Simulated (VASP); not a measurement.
## Geometry relaxation, with input and output: AlAs (part 1 of 2)

System: AlAs (F-43m, 2 atoms in the cell).
Method: Kohn-Sham DFT of a periodic cell, PBEsol, VASP PAW PBE potentials, recommended, no spin polarisation (VASP 6.6.1).

The structure derives from an entry of the Crystallography Open Database.

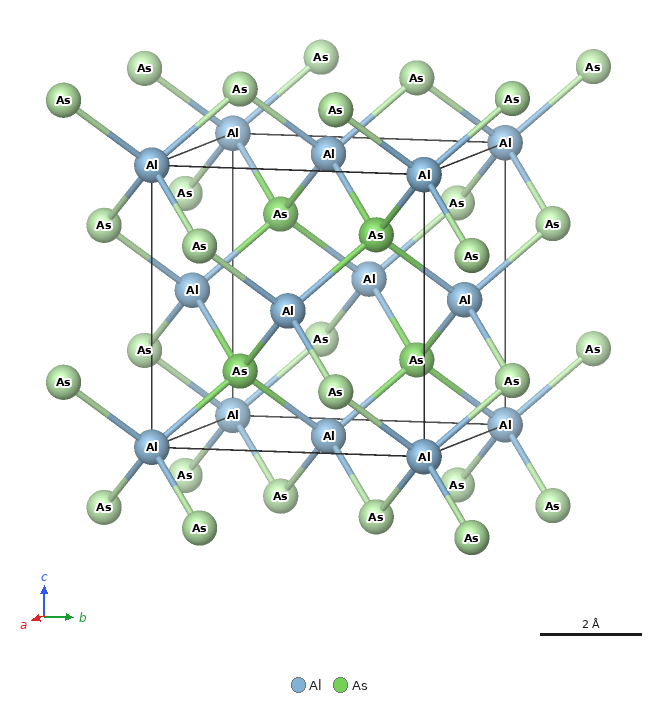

Figure 1. The input geometry (ball-and-stick view of the cell 4 times as large as that of the calculation, set on its symmetry axes, seen slightly off an axis; neighbours outside the cell are drawn fainter). Near neighbours in the crystal (not all of them lie inside the picture): Al has 4 As at 2.45 Å; As has 4 Al at 2.45 Å.

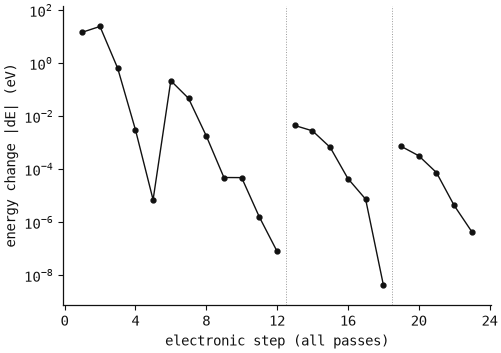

Figure 2. Convergence of the self-consistent field: energy change |dE| against the electronic step. Each stretch between dotted lines is the SCF of one geometry step of a relaxation. The 3 ionic steps take 5 to 12 electronic steps each. The density is held fixed in the first few steps, and dE rises again when its update begins.

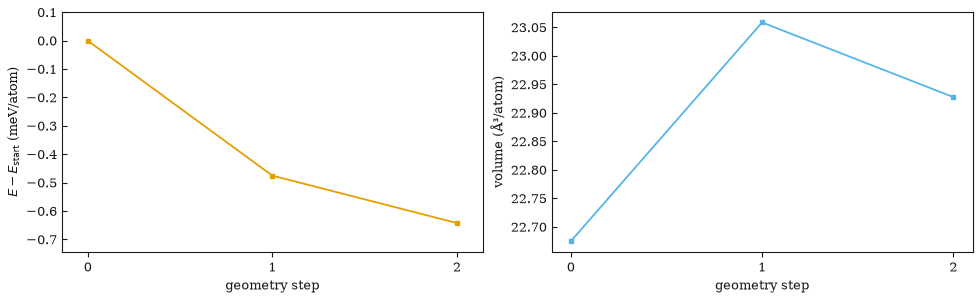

Figure 3. Progress of the relaxation, step by step (steps are counted from 0). The energy falls by 0.6 meV per atom in 2 geometry steps. All forces vanish by symmetry, so only the cell relaxes. The atoms keep their places relative to the cell (all moves are under 0.005 Å). The volume changes by +1.1 %, with a = b = c 5.661 → 5.682 Å (+0.4 %). Among the contacts that change: Al1–As2 2.451 → 2.460 Å. The space group stays F-43m (No. 216). (Atoms are counted from 1 in the order of the input.)

The input that produced these results follows, with the program's output.

INCAR
```
SYSTEM = AlAs
ALGO = Normal
EDIFF = 1E-6
EDIFFG = -0.01
ENCUT = 600
GGA = PS
IBRION = 2
ISIF = 3
ISMEAR = 0
KPAR = 4
LASPH = .TRUE.
LCHARG = .FALSE.
LREAL = .FALSE.
LWAVE = .FALSE.
NELM = 80
NSW = 90
PREC = Accurate
SIGMA = 0.03
```

KPOINTS
```
k-points
0
G
  8 8 8
  0 0 0
```

POSCAR
```
AlAs
1.0
    0.0000000000      2.8304000000      2.8304000000
    2.8304000000      0.0000000000      2.8304000000
    2.8304000000      2.8304000000      0.0000000000
Al As
1 1
Direct
    0.0000000000      0.0000000000      0.0000000000
    0.2500000000      0.2500000000      0.2500000000
```

Launched with:
```bash
cat potpaw_PBE.64/Al/POTCAR potpaw_PBE.64/As/POTCAR > POTCAR
mpirun -np 4 vasp_std > vasp.out
```

OSZICAR
```
N       E                     dE             d eps       ncg     rms          rms(c)
DAV:   1     0.147716165287E+02    0.14772E+02   -0.33719E+03   464   0.854E+02
DAV:   2    -0.967970096254E+01   -0.24451E+02   -0.23592E+02   600   0.905E+01
DAV:   3    -0.103287001395E+02   -0.64900E+00   -0.64900E+00   576   0.198E+01
DAV:   4    -0.103318440193E+02   -0.31439E-02   -0.31439E-02   736   0.152E+00
DAV:   5    -0.103318510831E+02   -0.70638E-05   -0.70638E-05   584   0.574E-02    0.327E+00
DAV:   6    -0.101128412972E+02    0.21901E+00   -0.41666E-01   520   0.291E+00    0.186E+00
DAV:   7    -0.100653813041E+02    0.47460E-01   -0.18946E-01   616   0.208E+00    0.661E-01
DAV:   8    -0.100635534425E+02    0.18279E-02   -0.97672E-03   472   0.600E-01    0.901E-02
DAV:   9    -0.100636022330E+02   -0.48791E-04   -0.32304E-04   648   0.138E-01    0.491E-02
DAV:  10    -0.100636505720E+02   -0.48339E-04   -0.56075E-05   536   0.539E-02    0.640E-03
DAV:  11    -0.100636521495E+02   -0.15774E-05   -0.70094E-06   640   0.149E-02    0.338E-03
DAV:  12    -0.100636520695E+02    0.80019E-07   -0.12144E-06   320   0.620E-03
   1 F= -.10063652E+02 E0= -.10063652E+02  d E =-.100637E+02
       N       E                     dE             d eps       ncg     rms          rms(c)
DAV:   1    -0.100681370104E+02   -0.44849E-02   -0.88814E-02   520   0.168E+00    0.279E-01
DAV:   2    -0.100653241530E+02    0.28129E-02   -0.59549E-03   560   0.431E-01    0.130E-01
DAV:   3    -0.100646543853E+02    0.66977E-03   -0.25080E-03   512   0.249E-01    0.474E-02
DAV:   4    -0.100646097426E+02    0.44643E-04   -0.93080E-05   504   0.602E-02    0.269E-02
DAV:   5    -0.100646022964E+02    0.74462E-05   -0.11355E-05   640   0.201E-02    0.150E-02
DAV:   6    -0.100646022920E+02    0.44126E-08   -0.27766E-07   240   0.438E-03
   2 F= -.10064602E+02 E0= -.10064602E+02  d E =-.950223E-03
       N       E                     dE             d eps       ncg     rms          rms(c)
DAV:   1    -0.100653388171E+02   -0.73652E-03   -0.10256E-02   520   0.576E-01    0.960E-02
DAV:   2    -0.100650160299E+02    0.32279E-03   -0.67878E-04   560   0.145E-01    0.447E-02
DAV:   3    -0.100649409633E+02    0.75067E-04   -0.29063E-04   512   0.849E-02    0.168E-02
DAV:   4    -0.100649366478E+02    0.43155E-05   -0.10640E-05   512   0.204E-02    0.942E-03
DAV:   5    -0.100649362116E+02    0.43623E-06   -0.12591E-06   288   0.683E-03
   3 F= -.10064936E+02 E0= -.10064936E+02  d E =-.128414E-02
```

Parts of OUTCAR
```
SYSTEM = AlAs
   EDIFF = 1E-6
   EDIFFG = -0.01
   ENCUT = 600
   GGA = PS
   IBRION = 2
   ISIF = 3
   ISMEAR = 0
   LASPH = .TRUE.
   LREAL = .FALSE.
   NELM = 80
   NSW = 90
   PREC = Accurate

 ion  position               nearest neighbor table
   1  0.000  0.000  0.000-   2 2.45   2 2.45   2 2.45   2 2.45
   2  0.250  0.250  0.250-   1 2.45   1 2.45   1 2.45   1 2.45

  LATTYP: Found a face centered cubic cell.
 ALAT       =     5.6608000000

  Lattice vectors:

 A1 = (   0.0000000000,   2.8304000000,   2.8304000000)
 A2 = (   2.8304000000,   0.0000000000,   2.8304000000)
 A3 = (   2.8304000000,   2.8304000000,   0.0000000000)

Analysis of symmetry for initial positions (statically):
=====================================================================
 Subroutine PRICEL returns:
 Original cell was already a primitive cell.

 Routine SETGRP: Setting up the symmetry group for a
 face centered cubic supercell.

 Subroutine GETGRP returns: Found 24 space group operations
 (whereof 24 operations were pure point group operations)
 out of a pool of 48 trial point group operations.

The static configuration has the point symmetry T_d .

Analysis of symmetry for dynamics (positions and initial velocities):
=====================================================================
 Subroutine PRICEL returns:
 Original cell was already a primitive cell.

 Routine SETGRP: Setting up the symmetry group for a
 face centered cubic supercell.

 Subroutine GETGRP returns: Found 24 space group operations
 (whereof 24 operations were pure point group operations)
 out of a pool of 48 trial point group operations.

The dynamic configuration has the point symmetry T_d .

 Subroutine INISYM returns: Found 24 space group operations
 (whereof 24 operations are pure point group operations),
 and found     1 'primitive' translations

----------------------------------------------------------------------------------------

                                     Primitive cell

  volume of cell :      45.3496

  direct lattice vectors                    reciprocal lattice vectors
     0.000000000  2.830400000  2.830400000    -0.176653477  0.176653477  0.176653477
     2.830400000  0.000000000  2.830400000     0.176653477 -0.176653477  0.176653477
     2.830400000  2.830400000  0.000000000     0.176653477  0.176653477 -0.176653477

  length of vectors
     4.002790067  4.002790067  4.002790067     0.305972797  0.305972797  0.305972797

  position of ions in fractional coordinates (direct lattice)
     0.000000000  0.000000000  0.000000000
     0.250000000  0.250000000  0.250000000

  ion indices of the primitive-cell ions
   primitive index   ion index
                 1           1
                 2           2

----------------------------------------------------------------------------------------

 KPOINTS: k-points

Automatic generation of k-mesh.
 Grid dimensions read from file:
 generate k-points for:    8    8    8

 Generating k-lattice:

  Cartesian coordinates                     Fractional coordinates (reciprocal lattice)
    -0.022081685  0.022081685  0.022081685     0.125000000  0.000000000  0.000000000
     0.022081685 -0.022081685  0.022081685     0.000000000  0.125000000  0.000000000
     0.022081685  0.022081685 -0.022081685     0.000000000  0.000000000  0.125000000

  Length of vectors
     0.038246600  0.038246600  0.038246600

  Shift w.r.t. Gamma in fractional coordinates (k-lattice)
     0.000000000  0.000000000  0.000000000

 Subroutine IBZKPT returns following result:
 ===========================================

 Found     29 irreducible k-points:

 Following reciprocal coordinates:
            Coordinates               Weight
  0.000000  0.000000  0.000000      1.000000
  0.125000  0.000000  0.000000      8.000000
  0.250000  0.000000  0.000000      8.000000
  0.375000  0.000000  0.000000      8.000000
  0.500000  0.000000  0.000000      4.000000
  0.125000  0.125000  0.000000      6.000000
  0.250000  0.125000  0.000000     24.000000
  0.375000  0.125000  0.000000     24.000000
  0.500000  0.125000  0.000000     24.000000
 -0.375000  0.125000  0.000000     24.000000
 -0.250000  0.125000  0.000000     24.000000
 -0.125000  0.125000  0.000000     12.000000
  0.250000  0.250000  0.000000      6.000000
  0.375000  0.250000  0.000000     24.000000
  0.500000  0.250000  0.000000     24.000000
 -0.375000  0.250000  0.000000     24.000000
 -0.250000  0.250000  0.000000     12.000000
  0.375000  0.375000  0.000000      6.000000
  0.500000  0.375000  0.000000     24.000000
 -0.375000  0.375000  0.000000     12.000000
  0.500000  0.500000  0.000000      3.000000
  0.375000  0.250000  0.125000     24.000000
  0.500000  0.250000  0.125000     48.000000
 -0.375000  0.250000  0.125000     24.000000
 [... further k-points ...]
   k-points           NKPTS =     29   k-points in BZ     NKDIM =     29   number of bands    NBANDS=      8
   number of dos      NEDOS =    301   number of ions     NIONS =      2
   total plane-waves  NPLWV =  32768
   dimension x,y,z NGX =    32 NGY =   32 NGZ =   32
   dimension x,y,z NGXF=    64 NGYF=   64 NGZF=   64
   ions per type =               1   1
   NGX,Y,Z   is equivalent  to a cutoff of  13.29, 13.29, 13.29 a.u.
   NGXF,Y,Z  is equivalent  to a cutoff of  26.58, 26.58, 26.58 a.u.
 SYSTEM =  AlAs
   PREC   = accura    normal or accurate (medium, high low for compatibility)
   ISTART =      0    job   : 0-new  1-cont  2-samecut
   ICHARG =      2    charge: 1-file 2-atom 10-const
   ISPIN  =      1    spin polarized calculation?
   LNONCOLLINEAR =      F non collinear calculations
   LSORBIT =      F    spin-orbit coupling
   LASPH  =      T    aspherical Exc in radial PAW
   ENCUT  =  600.0 eV  44.10 Ry    6.64 a.u.   7.99  7.99  7.99*2*pi/ulx,y,z
   NELM   =     80;   NELMIN=  2; NELMDL= -5     # of ELM steps
   EDIFF  = 0.1E-05   stopping-criterion for ELM
   LREAL  =      F    real-space projection
   EDIFFG = -.1E-01   stopping-criterion for IOM
   NSW    =     90    number of steps for IOM
   IBRION =      2    ionic relax: 0-MD 1-quasi-New 2-CG
   NFREE  =      1    steps in history (QN), initial steepest desc. (CG)
   ISIF   =      3    stress and relaxation
   ISYM   =      2    0-nonsym 1-usesym 2-fastsym
   POTIM  = 0.5000    time-step for ionic-motion
   TEBEG  =    0.0;   TEEND  =   0.0 temperature during run
   PSTRESS=    0.0 pullay stress
   NELECT =       8.0000    total number of electrons
   NUPDOWN=      -1.0000    fix difference up-down
   EMIN   =  10.00;   EMAX   =-10.00  energy-range for DOS
   EFERMI =   0.00;   METHOD = LEGACY
   ISMEAR =     0;   SIGMA  =   0.03  broadening in eV -4-tet -1-fermi 0-gaus
   EFERMI_NEDOS =   21; number of points for ismear=-14 and -15
   IALGO  =     38    algorithm
   IMIX   =      4    mixing-type and parameters
     AMIX     =   0.40;   BMIX     =  1.00
     AMIX_MAG =   1.60;   BMIX_MAG =  1.00
  volume/ion in A,a.u.               =      22.67       153.02
  Fermi-wavevector in a.u.,A,eV,Ry     =   0.918150  1.735052 11.469706  0.843000
  Thomas-Fermi vector in A             =   2.043199
   LORBIT       =      0    0 simple, 1 ext, 2 COOP (PROOUT), +10 PAW based schemes
   GGA     = PS    functional components
   LHFCALC =     F    Hartree Fock is set to
   AEXX    =    0.0000 exact exchange contribution
   IVDW    =     0    specifies the selected vdW correction
   LEPSILON=     F    determine dielectric tensor
   LRPA    =     F    only Hartree local field effects (RPA)
```
